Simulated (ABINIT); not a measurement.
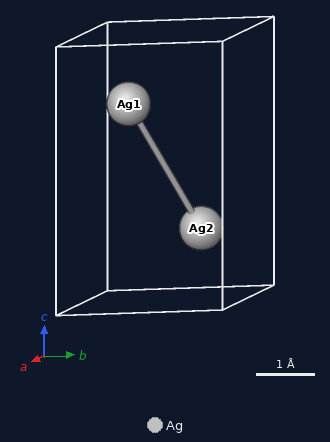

Fig. 1: The structure as given in the input (ball-and-stick view of the cell of the calculation, seen slightly off an axis; atoms are numbered from 1 in the order of the input). Near neighbours in the crystal (not all of them lie inside the picture): Ag has 12 Ag at 2.92 to 2.97 Å.

## Ag: phonon calculation (part 1 of 2)

- system: Ag (P6₃/mmc, 2 atoms in the cell)
- method: Kohn-Sham DFT of a periodic cell, PBE, JTH PAW PBE v2.0, no spin polarisation (ABINIT 10.8.3)

The structure derives from an entry of the Crystallography Open Database.

What the program printed:
```
.Version 10.8.3 of ABINIT
 DATASET    1 : space group P6_3/m m c (#194); Bravais hP (primitive hexag.)
================================================================================
 Values of the parameters that define the memory need for DATASET  1.
     intxc =       0    ionmov =       0      iscf =      17    lmnmax =      18
     lnmax =       6     mgfft =      36  mpssoang =       3    mqgrid =    3001
     natom =       2  nloc_mem =       2    nspden =       1   nspinor =       1
    nsppol =       1      nsym =      24    n1xccc =       1    ntypat =       1
    occopt =       4   xclevel =       2
       mpw =         830          nfft =       20736          nkpt =          95
 PAW method is used; the additional fine FFT grid is defined by:
   mgfftf=        48    nfftf =     43200
================================================================================
================================================================================

 DATASET    2 : space group P6_3/m m c (#194); Bravais hP (primitive hexag.)
================================================================================
 Values of the parameters that define the memory need for DATASET  2 (RF).
     intxc =       0      iscf =       7    lmnmax =      18     lnmax =       6
     mgfft =      36  mpssoang =       3    mqgrid =    3001     natom =       2
  nloc_mem =       2    nspden =       1   nspinor =       1    nsppol =       1
      nsym =      24    n1xccc =       1    ntypat =       1    occopt =       4
   xclevel =       2
      nfft =       20736          nkpt =         580
================================================================================
================================================================================

--------------------------------------------------------------------------------
------------- Echo of variables that govern the present computation ------------
--------------------------------------------------------------------------------
 -outvars: echo values of preprocessed input variables --------
            acell      5.6030482585E+00  5.6030482504E+00  8.9340487508E+00 Bohr
              amu      1.07868200E+02
          chkprim           0
      chksymtnons           0
             ecut      1.70000000E+01 Hartree
           ecutsm      5.00000000E-01 Hartree
           getwfk1          0
           getwfk2          1
             iscf1         17
             iscf2          7
                       outvar_i_n : Printing only first  50 k-points.
              ixc          11
           jdtset        1    2
                       outvar_i_n : Printing only first  50 k-points.
           kptopt1          1
           kptopt2          2
         kptrlatt       12    0    0      0   12    0      0    0    8
          kptrlen      6.72365790E+01
            natom           2
            nband1         19
            nband2         19
           nbdbuf1          4
           nbdbuf2          2
           ndtset           2
            ngfft          24      24      36
          ngfftdg          30      30      48
             nkpt1         95
             nkpt2        580
            nline1          6
            nline2          4
             nqpt1          0
             nqpt2          1
            nstep          80
             nsym          24
           ntypat           1
                       prtocc : prtvol=0, do not print more k-points.
                       prtocc : prtvol=0, do not print more k-points.
           occopt           4
        optdriver1          0
        optdriver2          1
        pawecutdg      3.40000000E+01 Hartree
         pawxcdev           0
           prtden           0
        prtebands           0
           prteig           0
            prtwf1          1
            prtwf2          0
           rfphon1          0
           rfphon2          1
            rprim      1.0000000000E+00  0.0000000000E+00  0.0000000000E+00
                      -4.9999999900E-01  8.6602540430E-01  0.0000000000E+00
                       0.0000000000E+00  0.0000000000E+00  1.0000000000E+00
          spgroup         194
           tolsym      1.00000000E-06
           tolvrs1     1.00000000E-11
           tolvrs2     1.00000000E-08
           tolwfr1     1.00000000E-14
           tolwfr2     0.00000000E+00
           tsmear      7.34986444E-03 Hartree
            typat      1  1
           useylm           1
                       outvars : Printing only first  50 k-points.
           xangst      1.4825027257E+00  8.5592334604E-01  3.5457712476E+00
                       3.4054486620E-09  1.7118466921E+00  1.1819237492E+00
            xcart      2.8015241325E+00  1.6174607088E+00  6.7005365631E+00
                       6.4353653071E-09  3.2349214176E+00  2.2335121877E+00
             xred      6.6666666667E-01  3.3333333333E-01  7.5000000000E-01
                       3.3333333333E-01  6.6666666667E-01  2.5000000000E-01
            znucl       47.00000

================================================================================

 chkinp: Checking input parameters for consistency, jdtset=   1.

 chkinp: Checking input parameters for consistency, jdtset=   2.

================================================================================
== DATASET  1 ==================================================================

--- !DatasetInfo
iteration_state: {dtset: 1, }
dimensions: {natom: 2, nkpt: 95, mband: 19, nsppol: 1, nspinor: 1, nspden: 1, mpw: 830, }
cutoff_energies: {ecut:  17.0, pawecutdg:  34.0, }
electrons: {nelect:   2.20000000E+01, charge:   0.00000000E+00, occopt:   4.00000000E+00, tsmear:   7.34986444E-03, }
meta: {optdriver: 0, ionmov: 0, optcell: 0, iscf: 17, paral_kgb: 0, }
...

 Exchange-correlation functional for the present dataset will be:
  GGA: Perdew-Burke-Ernzerhof functional - ixc=11
  J.P.Perdew, K.Burke, M.Ernzerhof, PRL 77, 3865 (1996)

 Real(R)+Recip(G) space primitive vectors, cartesian coordinates (Bohr,Bohr^-1):
 R(1)=  5.6030483  0.0000000  0.0000000  G(1)=  0.1784743  0.1030422  0.0000000
 R(2)= -2.8015241  4.8523821  0.0000000  G(2)=  0.0000000  0.2060843  0.0000000
 R(3)=  0.0000000  0.0000000  8.9340488  G(3)=  0.0000000  0.0000000  0.1119313
 Unit cell volume ucvol=  2.4290009E+02 bohr^3
 Angles (23,13,12)=  9.00000000E+01  9.00000000E+01  1.20000000E+02 degrees

 Coarse grid specifications (used for wave-functions):

 getcut: wavevector=  0.0000  0.0000  0.0000  ngfft=  24  24  36
         ecut(hartree)=     17.000   => boxcut(ratio)=   2.17102

 Fine grid specifications (used for densities):

 getcut: wavevector=  0.0000  0.0000  0.0000  ngfft=  30  30  48
         ecut(hartree)=     34.000   => boxcut(ratio)=   2.04133

--- Pseudopotential description ------------------------------------------------
- pspini: atom type   1  psp file is ./Ag.GGA_PBE-JTH.xml
 Pseudopotential format is: paw10
 basis_size (lnmax)=  6 (lmn_size= 18), orbitals=   0   0   1   1   2   2
 Spheres core radius: rc_sph= 2.51516130
 Shapefunction is BESSEL type: shapef(r,l)=aa(1,l)*jl(q(1,l)*r)+aa(2,l)*jl(q(2,l)*r)
 Radius for shape functions =  2.20290272
 Compensation charge density is not taken into account in XC energy/potential

   1.77930984E+03                                ecore*ucvol(ha*bohr**3)
--------------------------------------------------------------------------------

================================================================================

--- !BeginCycle
iteration_state: {dtset: 1, }
solver: {iscf: 17, nstep: 80, nline: 6, wfoptalg: 10, }
tolerances: {tolwfr: 1.00E-14, tolvrs: 1.00E-11, }
...

     iter   Etot(hartree)      deltaE(h)  residm     nres2
 ETOT  1  -76.310460894883    -7.631E+01 5.903E-01 5.483E+00
 ETOT  2  -76.448067808012    -1.376E-01 6.266E-05 1.289E+00
 ETOT  3  -76.440867556509     7.200E-03 2.798E-04 2.081E-02
 ETOT  4  -76.440807898086     5.966E-05 6.500E-06 4.142E-03
 ETOT  5  -76.440786343138     2.155E-05 1.628E-06 2.359E-04
 ETOT  6  -76.440785408256     9.349E-07 4.881E-08 1.932E-07
 ETOT  7  -76.440785411930    -3.674E-09 3.902E-11 1.214E-08
 ETOT  8  -76.440785411991    -6.031E-11 6.519E-13 2.441E-09
 ETOT  9  -76.440785411980     1.071E-11 7.155E-13 4.949E-12
 ETOT 10  -76.440785411981    -1.165E-12 9.986E-15 2.156E-13

 At SCF step   10  max residual=  9.99E-15 < tolwfr=  1.00E-14 AND nres2   =  2.16E-13 < tolvrs=  1.00E-11 =>converged.

 Cartesian components of stress tensor (hartree/bohr^3)
  sigma(1 1)=  2.76107042E-05  sigma(3 2)=  0.00000000E+00
  sigma(2 2)=  2.76107555E-05  sigma(3 1)=  0.00000000E+00
  sigma(3 3)= -3.49364207E-05  sigma(2 1)= -6.00486379E-11

--- !ResultsGS
iteration_state: {dtset: 1, }
comment   : Summary of ground state results
lattice_vectors:
- [  5.6030483,   0.0000000,   0.0000000, ]
- [ -2.8015241,   4.8523821,   0.0000000, ]
- [  0.0000000,   0.0000000,   8.9340488, ]
lattice_lengths: [   5.60305,    5.60305,    8.93405, ]
lattice_angles: [ 90.000,  90.000, 120.000, ] # degrees, (23, 13, 12)
lattice_volume:   2.4290009E+02
convergence: {deltae: -1.165E-12, res2:  2.156E-13, residm:  9.986E-15, diffor: null, }
etotal    :  -7.64407854E+01
entropy   :   0.00000000E+00
fermie    :   1.21392028E-01
cartesian_stress_tensor: # hartree/bohr^3
- [  2.76107042E-05,  -6.00486379E-11,   0.00000000E+00, ]
- [ -6.00486379E-11,   2.76107555E-05,   0.00000000E+00, ]
- [  0.00000000E+00,   0.00000000E+00,  -3.49364207E-05, ]
pressure_GPa:  -1.9894E-01
xred      :
- [  6.6667E-01,   3.3333E-01,   7.5000E-01, Ag]
- [  3.3333E-01,   6.6667E-01,   2.5000E-01, Ag]
cartesian_forces: # hartree/bohr
- [  1.15336300E-27,   1.22080647E-26,   1.47163757E-31, ]
- [ -1.15336300E-27,  -1.22080647E-26,  -1.47163757E-31, ]
force_length_stats: {min:   1.22624259E-26, max:   1.22624259E-26, mean:   1.22624259E-26, }
...

 Integrated electronic density in atomic spheres:
 ------------------------------------------------
 Atom  Sphere_radius  Integrated_density
    1        2.51516          9.77194280
    2        2.51516          9.77194280

================================================================================

 ----iterations are completed or convergence reached----

 Mean square residual over all n,k,spin=   44.218E-16; max=  99.863E-16
 reduced coordinates (array xred) for    2 atoms
       0.666666666667      0.333333333333      0.750000000000
       0.333333333333      0.666666666667      0.250000000000
 rms dE/dt=  3.2574E-26; max dE/dt=  5.6007E-26; dE/dt below (all hartree)
    1      -0.000000000000     -0.000000000000     -0.000000000000
    2       0.000000000000      0.000000000000      0.000000000000

 cartesian coordinates (angstrom) at end:
    1      1.48250272569095     0.85592334604114     3.54577124760934
    2      0.00000000340545     1.71184669208229     1.18192374920311

 cartesian forces (hartree/bohr) at end:
    1      0.00000000000000     0.00000000000000     0.00000000000000
    2     -0.00000000000000    -0.00000000000000    -0.00000000000000
 frms,max,avg= 7.0797149E-27 1.2208065E-26   0.000E+00  0.000E+00  0.000E+00 h/b

 cartesian forces (eV/Angstrom) at end:
    1      0.00000000000000     0.00000000000000     0.00000000000000
    2     -0.00000000000000    -0.00000000000000    -0.00000000000000
 frms,max,avg= 3.6405358E-25 6.2776393E-25   0.000E+00  0.000E+00  0.000E+00 e/A
 length scales=  5.603048258500  5.603048250400  8.934048750800 bohr
              =  2.965005447976  2.965005443690  4.727694996812 angstroms
 Fermi (or HOMO) energy (hartree) =   0.12139   Average Vxc (hartree)=  -0.44053
 Eigenvalues (hartree) for nkpt=  95  k points:
 kpt#   1, nband= 19, wtk=  0.00087, kpt=  0.0000  0.0000  0.0000 (reduced coord)
  -0.14771   -0.09860   -0.04250   -0.04250   -0.04245   -0.03386   -0.03386   -0.02585
  -0.02585    0.01109    0.01109    0.12092    0.25672    0.70245    0.76369    0.76369
   0.78697    0.80074    0.84511
      occupation numbers for kpt#   1
   2.00000    2.00000    2.00000    2.00000    2.00000    2.00000    2.00000    2.00000
   2.00000    2.00000    2.00000    0.95061    0.00000    0.00000    0.00000    0.00000
   0.00000    0.00000    0.00000
 prteigrs : prtvol=0 or 1, do not print more k-points.

--- !EnergyTerms
iteration_state     : {dtset: 1, }
comment             : Components of total free energy in Hartree
kinetic             :  2.01830267758769E+01
hartree             :  1.27548801925310E+01
xc                  : -2.44966768473779E+01
Ewald energy        : -7.05618787235047E+01
psp_core            :  7.32527450513830E+00
local_psp           : -3.24667313687979E+01
PAW spherical_terms :  1.08212609257609E+01
internal            : -7.64408445403735E+01
'-kT*entropy'       :  5.95418360650317E-05
total_energy        : -7.64407849985374E+01
total_energy_eV     : -2.08005972554119E+03
...

--- !EnergyTermsDC
iteration_state     : {dtset: 1, }
comment             : '"Double-counting" decomposition of free energy'
band_energy         : -6.43777177039064E-01
Ewald energy        : -7.05618787235047E+01
psp_core            :  7.32527450513830E+00
xc_dc               : -2.95245168164754E+01
PAW spherical_terms :  1.69640532580638E+01
internal            : -7.64408449538171E+01
'-kT*entropy'       :  5.95418360650317E-05
total_energy_dc     : -7.64407854119810E+01
total_energy_dc_eV  : -2.08005973679157E+03
...

--- !EnergyTermsWithPAWCore
iteration_state     : {dtset: 1, }
comment             : 'Components of total free energy, including PAW core contributions'
Total energy        : -1.06322674911191E+04
Total energy DC     : -1.06322674915325E+04
Total energy (eV)   : -2.89318737371428E+05
Total energy DC (eV): -2.89318737382678E+05
...

 Cartesian components of stress tensor (hartree/bohr^3)
  sigma(1 1)=  2.76107042E-05  sigma(3 2)=  0.00000000E+00
  sigma(2 2)=  2.76107555E-05  sigma(3 1)=  0.00000000E+00
  sigma(3 3)= -3.49364207E-05  sigma(2 1)= -6.00486379E-11

-Cartesian components of stress tensor (GPa)         [Pressure= -1.9894E-01 GPa]
- sigma(1 1)=  8.12334963E-01  sigma(3 2)=  0.00000000E+00
- sigma(2 2)=  8.12336473E-01  sigma(3 1)=  0.00000000E+00
- sigma(3 3)= -1.02786498E+00  sigma(2 1)= -1.76669192E-06
```
